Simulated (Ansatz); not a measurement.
Structure data:

```yaml
crystal:
  lattice:
    - [3.28082, 0.00000, 0.00000]
    - [0.00000, 3.28082, 0.00000]
    - [0.00000, 0.00000, 3.28082]
  atoms:
    - { symbol: Ru, position: [0.00000, 0.00000, 0.00000] }
    - { symbol: Ru, position: [0.50000, 0.50000, 0.50000] }
```

What does this file describe?

The element is ruthenium. It belongs to space group Im-3m (No. 229) and has a body-centred cubic lattice. This arrangement goes by the name body-centred cubic (W type). The cell holds two atoms. Around each Ru lie eight Ru in a cubic arrangement at 2.84 Å. The bonds build a three-dimensional framework.

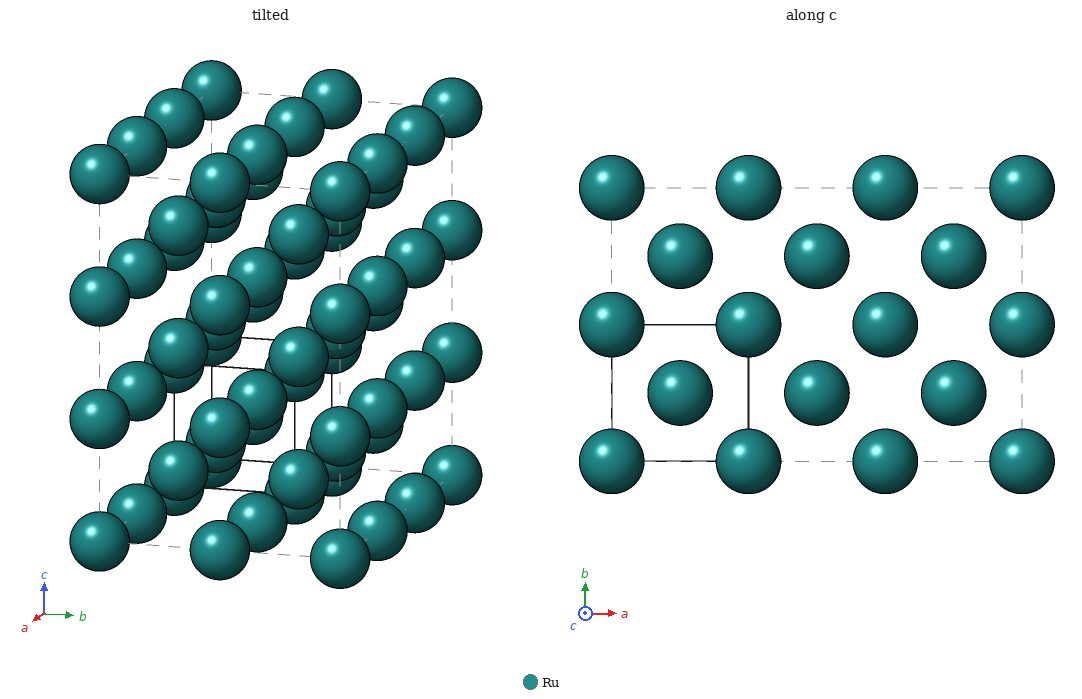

The figure gives a spheres-only picture of the atoms, viewed slightly off an axis and along the c axis. One conventional unit cell is drawn solid; the view covers 3×2×3 cells.

The structure comes from a structure listed in the Materials Project, with elements exchanged, so it need not be a known form of the compound. The cell was then strained or its atoms displaced on purpose. An electronic-structure calculation with Ansatz was run on it.

At this level of theory the cell isn't at rest (stretched, at -35 GPa), so its distances can differ from those at equilibrium, the more so the softer the solid.
